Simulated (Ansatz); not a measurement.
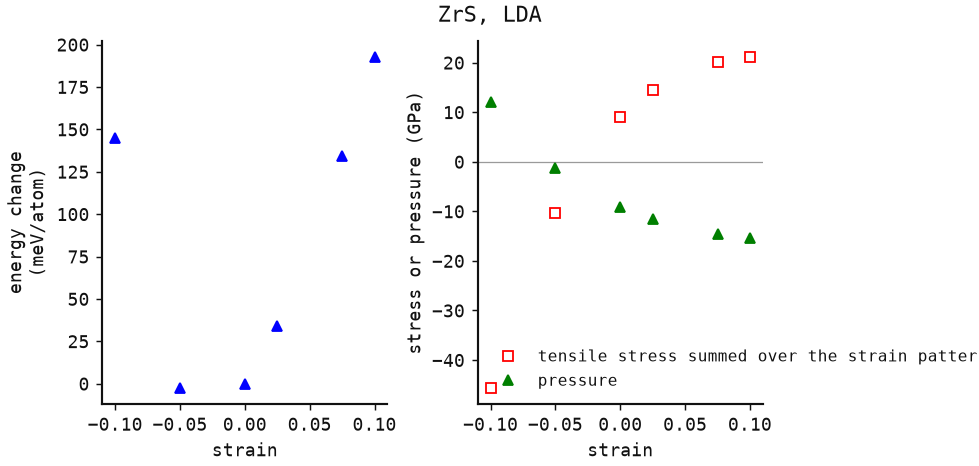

Method: homogeneous strain of a crystal along one Voigt pattern with engineering shear, fractional coordinates fixed, by plane-wave density functional theory with PAW datasets, free energies less that of the undisturbed cell, pressure positive in compression; scalar-relativistic (Ansatz 0.2.0). Level: LDA, no spin polarisation.

```tsv
setting	value
wave cutoff	420 eV
k mesh	16×16×16
occupations	Gaussian
smearing width	0.15 eV
k shift	(0, 0, 0) (mesh steps)
start	as given
strain pattern	(0, 1, 0, 0, 0, 0) (xx yy zz yz xz xy with engineering shear)
```

Starting cell:
```yaml
crystal:
  lattice:
    - [0.00000, 2.62500, 2.62500]
    - [2.62500, 0.00000, 2.62500]
    - [2.62500, 2.62500, 0.00000]
  atoms:
    - { symbol: Zr, position: [0.00000, 0.00000, 0.00000] }
    - { symbol: S, position: [0.50000, 0.50000, 0.50000] }
```

Energy change, tensile stress summed over the strain pattern and pressure against strain for ZrS, space group Fm-3m (No. 225).

The energy falls towards negative values, so the start isn't a stationary minimum along this path. The energy change is 145 meV/atom at strain −0.100 and 192 meV/atom at 0.100; the lowest computed point is at strain −0.050 (−2 meV/atom). The tensile stress summed over the strain pattern rises from −45.6 GPa at strain −0.100 to 21.1 GPa at 0.100, and changes sign near −0.023. The pressure falls from 12.0 GPa at strain −0.100 to −15.3 GPa at 0.100, and changes sign near −0.055.

Limits of the calculation: reference crystal is not relaxed.
